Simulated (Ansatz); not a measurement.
# RbBr: a failed or faulty run and its cure

System: RbBr (2 atoms in the cell).
Method of run A: DFT, PBE, plane waves, PAW, no spin polarisation (Ansatz 0.2.0).

The structure derives from an entry of the Crystallography Open Database. Some settings of this run were made unusual or wrong on purpose. The geometry comes from this level: r2SCAN. Text and figures count atoms from 1; the logs count them from 0 in places.

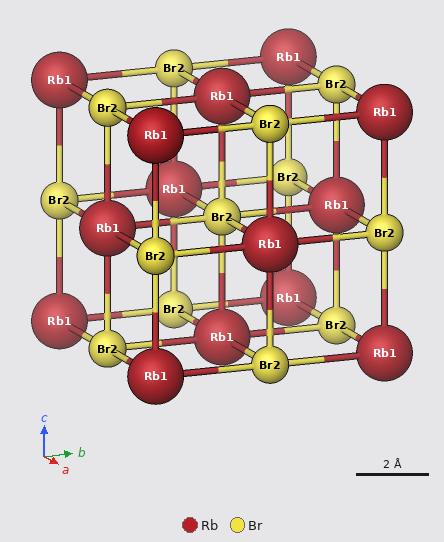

**Figure 1.** The structure (ball-and-stick view of the cell 4 times as large as that of the calculation, set on its symmetry axes, seen slightly off an axis; atoms are numbered from 1 in the order of the input). Near neighbours in the crystal (not all of them lie inside the picture): Rb has 6 Br at 3.46 Å; Br has 6 Rb at 3.46 Å.

**The input, run A**
```yaml
crystal:
  lattice:
    - [0.0, 3.4608320474, 3.4608320474]
    - [3.4608320474, 0.0, 3.4608320474]
    - [3.4608320474, 3.4608320474, 0.0]
  atoms:
    - { symbol: Rb, position: [0.0, 0.0, 0.0] }
    - { symbol: Br, position: [0.5, 0.5, 0.5] }
kpoints:
  mp_grid: { grid: [1, 1, 8] }
hamiltonian:
  xc: pbe
scf:
  occupations: { method: fixed }
  n_extra_bands: 4
output:
  forces: true
  stress: true
  eigenvalues: true
```

Launched with:
```bash
ansatz run input.yaml --threads 4 --pin off --max-ram 3686MiB --backend cpu --events-out ev --progress --plain --runs-dir out
```

Hardware: 4 threads of an Arm (aarch64) CPU, shared host.

**Output, shortened to warnings, some set-up lines, iterations and results (run A)**
```
Warning: crystal.symmetry: narrowed to the stabiliser of the k-point mesh — unitary ops 48 → 12; excluded 36 operations that carry a point of the 1×1×8 mesh (shift [0, 0, 0]) off the mesh (the run samples exactly the mesh kpoints.mp_grid names, as under crystal.symmetry.detect: false, and its converged state has the mesh's symmetry, not the crystal's; ε∞, the Born charges and the force constants …
Basis set: ecut = 420 eV, 1639 PW (Γ), exchange–correlation on 72×72×72 points (8 copies of the dense FFT grid, shifted against one another)
Symmetry: 12 space group operations
k-points: 5 of 8
Initial density: superposition of atomic densities (neutral atoms: chi_scale 0, normalization atom), corrected by the library's trained network
[...]
SCF iter   1: F=—  HF=-6053.322213 eV  |F-HF|=—  |Δ(HF+E_count)|=         —  Δρ=7.02e-3  dr2=6.76e-2  ethr=1.77e-3  ⟨swp⟩=5.8  Hψ=344  notcnv=0  defer=6
SCF iter   2: F=—  HF=-6053.319051 eV  |F-HF|=—  |Δ(HF+E_count)|=   3.16e-3  Δρ=3.04e-3  dr2=8.05e-3  ethr=4.22e-4  ⟨swp⟩=2.6  Hψ=128  notcnv=0  defer=8
SCF iter   3: F=—  HF=-6053.320416 eV  |F-HF|=—  |Δ(HF+E_count)|=   1.37e-3  Δρ=1.11e-3  dr2=1.21e-3  ethr=5.03e-5  ⟨swp⟩=2.0  Hψ=70  notcnv=0  defer=10
SCF iter   4: F=—  HF=-6053.320098 eV  |F-HF|=—  |Δ(HF+E_count)|=   3.18e-4  Δρ=1.07e-4  dr2=6.01e-6  ethr=7.59e-6  ⟨swp⟩=3.0  Hψ=105  notcnv=0  defer=10
SCF iter   5: F=—  HF=-6053.320101 eV  |F-HF|=—  |Δ(HF+E_count)|=   3.83e-6  Δρ=2.29e-5  dr2=6.47e-7  ethr=3.75e-8  ⟨swp⟩=2.4  Hψ=103  notcnv=0  defer=8
SCF iter   6: F=-6053.320101 eV  HF=-6053.320101 eV  |F-HF|=8.81e-9  |Δ(HF+E_count)|=   3.49e-7  Δρ=3.56e-6  dr2=1.41e-8  ethr=6.25e-10  ⟨swp⟩=8.0  Hψ=388  notcnv=0
SCF 1 converged in 6 iterations: F = -6053.320101 eV  dr2 = 1.41e-8
SCF converged after 6 iterations
Free energy (F): -6053.320101 eV
Harris-Foulkes:  -6053.320101 eV  (|F-HF|=8.81e-9)
Internal energy: -6053.320101 eV  (E = F + TS)
E sigma→0 (E₀):  -6053.320101 eV
Fermi energy:    1.288944 eV
--- Per-component energies (eV) ---
  E_band       = -108.289683
  E_kinetic    = 328.962552
  E_local      = -813.440642  (includes V_loc(G=0)·N_el)
  E_nonlocal   = 243.394957
  E_hartree    = 211.985430
  E_xc         = -396.964735
  E_vxc        = -242.827468  (∫ρ·V_xc dr)
  E_paw        = -4864.448818  (= ΣΔE_a)
  E_vpaw       = -48.351893  (= ΣTr[D̂ρ^β])
  E_aug_tail   = -0.000001  (compensation charges beyond the density's cutoff)
  E_ewald      = -762.808843
  E_smearing   = -0.000000  (= −TS)
  E_closure    = 0.000000  (closes the sum)
  Σ components = -6053.320101   (vs F -6053.320101, Δ=0.00e0)
--- Forces (eV/Å), atoms counted from 1 ---
  atom   1  Rb    -0.00000000     0.00000000     0.00000000
  atom   2  Br     0.00000000     0.00000000     0.00000000
  max |Σ_I F_I| component: 4.34e-30 eV/Å
--- Stress (GPa, compression-positive) ---
        2.421359      -2.880827       2.880827
       -2.880827       2.421359       2.880827
        2.880827       2.880827       2.421359
  P = ⅓ Tr σ = 2.4214 GPa (24.214 kbar)
```

**What should be changed in this input?**

Some settings of this run were drawn to be unusual or wrong. It converged; results that depend on the unusual settings are not reference values. Warnings of the run: the k-point mesh lowers the symmetry that the run can use.

A run of the same system that converges differs from this input as follows (lines with − go, lines with + come):
```diff
-  mp_grid: { grid: [1, 1, 8] }
+  mp_grid: { grid: [4, 4, 4] }
```

**Output, shortened to warnings, some set-up lines, iterations and results (run B)**
```
Basis set: ecut = 420 eV, 1639 PW (Γ), exchange–correlation on 72×72×72 points (8 copies of the dense FFT grid, shifted against one another)
Symmetry: 48 space group operations
k-points: 8 of 64
Initial density: superposition of atomic densities (neutral atoms: chi_scale 0, normalization atom), corrected by the library's trained network
[...]
SCF iter   1: F=—  HF=-6054.064376 eV  |F-HF|=—  |Δ(HF+E_count)|=         —  Δρ=1.72e-4  dr2=3.03e-5  ethr=1.77e-3  ⟨swp⟩=5.9  Hψ=543  notcnv=0  defer=13
SCF iter   2: F=—  HF=-6054.064629 eV  |F-HF|=—  |Δ(HF+E_count)|=   2.53e-4  Δρ=1.37e-4  dr2=3.05e-5  ethr=1.89e-7  ⟨swp⟩=3.9  Hψ=318  notcnv=0  defer=14
SCF iter   3: F=—  HF=-6054.064642 eV  |F-HF|=—  |Δ(HF+E_count)|=   1.32e-5  Δρ=7.71e-5  dr2=6.80e-6  ethr=1.89e-7  ⟨swp⟩=2.0  Hψ=169  notcnv=0  defer=14
SCF iter   4: F=—  HF=-6054.064642 eV  |F-HF|=—  |Δ(HF+E_count)|=   3.72e-8  Δρ=3.11e-5  dr2=1.19e-6  ethr=4.25e-8  ⟨swp⟩=2.1  Hψ=129  notcnv=0  defer=14
SCF iter   5: F=—  HF=-6054.064642 eV  |F-HF|=—  |Δ(HF+E_count)|=  7.31e-10  Δρ=1.14e-5  dr2=1.71e-7  ethr=7.44e-9  ⟨swp⟩=2.0  Hψ=124  notcnv=0  defer=14
SCF iter   6: F=-6054.064642 eV  HF=-6054.064642 eV  |F-HF|=3.32e-8  |Δ(HF+E_count)|=   4.34e-8  Δρ=5.75e-6  dr2=4.14e-8  ethr=6.25e-10  ⟨swp⟩=9.8  Hψ=554  notcnv=0
SCF 1 converged in 6 iterations: F = -6054.064642 eV  dr2 = 4.14e-8
SCF converged after 6 iterations
Free energy (F): -6054.064642 eV
Harris-Foulkes:  -6054.064642 eV  (|F-HF|=3.32e-8)
Internal energy: -6054.064642 eV  (E = F + TS)
E sigma→0 (E₀):  -6054.064642 eV
Fermi energy:    1.024490 eV
--- Per-component energies (eV) ---
  E_band       = -110.583183
  E_kinetic    = 327.058778
  E_local      = -811.165832  (includes V_loc(G=0)·N_el)
  E_nonlocal   = 243.335290
  E_hartree    = 210.276742
  E_xc         = -396.196482
  E_vxc        = -241.862443  (∫ρ·V_xc dr)
  E_paw        = -4864.564294  (= ΣΔE_a)
  E_vpaw       = -48.500174  (= ΣTr[D̂ρ^β])
  E_aug_tail   = -0.000001  (compensation charges beyond the density's cutoff)
  E_ewald      = -762.808843
  E_smearing   = -0.000000  (= −TS)
  E_closure    = -0.000000  (closes the sum)
  Σ components = -6054.064642   (vs F -6054.064642, Δ=0.00e0)
--- Forces (eV/Å), atoms counted from 1 ---
  atom   1  Rb    -0.00000000     0.00000000     0.00000000
  atom   2  Br     0.00000000    -0.00000000     0.00000000
  max |Σ_I F_I| component: 3.98e-30 eV/Å
--- Stress (GPa, compression-positive) ---
        0.545259      -0.000000      -0.000000
       -0.000000       0.545259       0.000000
        0.000000      -0.000000       0.545259
  P = ⅓ Tr σ = 0.5453 GPa (5.453 kbar)
```

**The two runs side by side**

| quantity | run A | run B |
| --- | --- | --- |
| outcome | converged | converged |
| free energy per atom (eV) | −3026.6601 | −3027.0323 |
| gap on the mesh (eV) | 4.09 | 4.29 |
| pressure (GPa) | 2.42 | 0.55 |
| largest force (eV/Å) | 0.000 | 0.000 |
| SCF iterations | 6 | 6 |
| irreducible k-points | 5 | 8 |
| plane waves at Γ | 1639 | 1639 |
| wall time (shared host) | 0.61 s | 0.65 s |

The free energy of run B is 372.3 meV per atom lower, which measures how much it depends on this numerical setting. The gap on the mesh goes from 4.09 to 4.29 eV. The pressure goes from 2.42 to 0.55 GPa. The number of SCF iterations is the same. The irreducible k-points go from 5 to 8.
